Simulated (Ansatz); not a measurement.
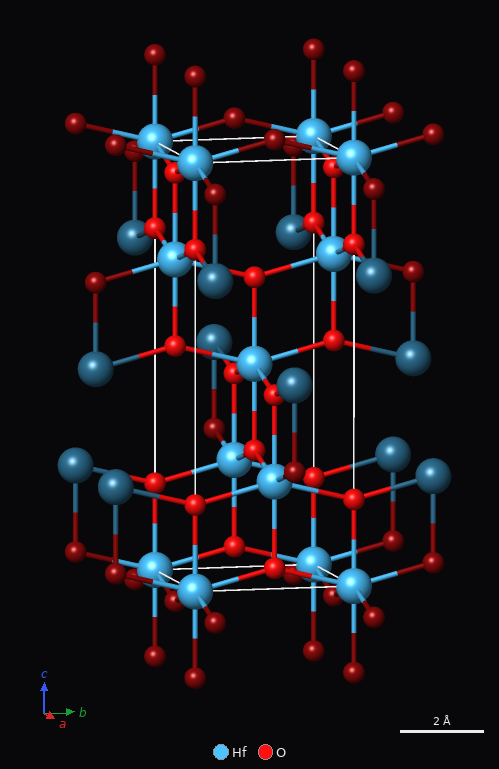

The figure gives a ball-and-stick picture of the atoms, viewed slightly off an axis. Lines trace the edges of the conventional unit cell. Atoms of adjacent cells appear where they bond to atoms in the box, in fainter colours.

HfO$_{2}$, anatase, space group I4_1/amd (No. 141), a = 3.993 Å, b = 3.993 Å, c = 10.545 Å, α = 90.00°, β = 90.00°, γ = 90.00°. The structure comes from a structure type filled with these elements by a generator (whether the compound takes this form wasn't checked). Earlier steps of the study may have refined or changed the cell and positions. It went into a calculation with Ansatz.

This one geometry was computed with Ansatz (DFT, plane waves, PAW) at five levels of theory: PBE with spin-orbit coupling, PBE0, r2SCAN, PBE and HSE06. It was relaxed beforehand with r2SCAN.

### Which level gives the highest pressure at this volume, and what does that say about its equilibrium volume?

Highest: PBE with spin-orbit coupling (4.1 GPa) and PBE (4.3 GPa), which points to the largest equilibrium volume. Lowest, with the smallest volume: PBE0 (0.3 GPa), r2SCAN (0.0 GPa) and HSE06 (0.2 GPa). Levels within 0.5 GPa of each other can't be told apart.

### How does the band gap change with the level of theory?

PBE with spin-orbit coupling: a gap of 4.46 eV, indirect; PBE: a gap of 4.46 eV, indirect; r2SCAN: a gap of 5.02 eV, indirect; HSE06: a gap of 6.13 eV, indirect; PBE0: a gap of 6.88 eV, indirect.

### Collect the results in a table.

| level | cutoff (eV) | k-mesh of the run's cell | gap (eV) | pressure (GPa) |
| --- | --- | --- | --- | --- |
| PBE with spin-orbit coupling | 420 | 10×10×10 | 4.46 | 4.1 |
| PBE0 | 420 | 6×6×6 | 6.88 | 0.3 |
| r2SCAN | 500 | 10×10×10 | 5.02 | 0.0 |
| PBE | 420 | 10×10×10 | 4.46 | 4.3 |
| HSE06 | 420 | 6×6×6 | 6.13 | 0.2 |

Gaps are taken on the k-mesh or band path of each run.
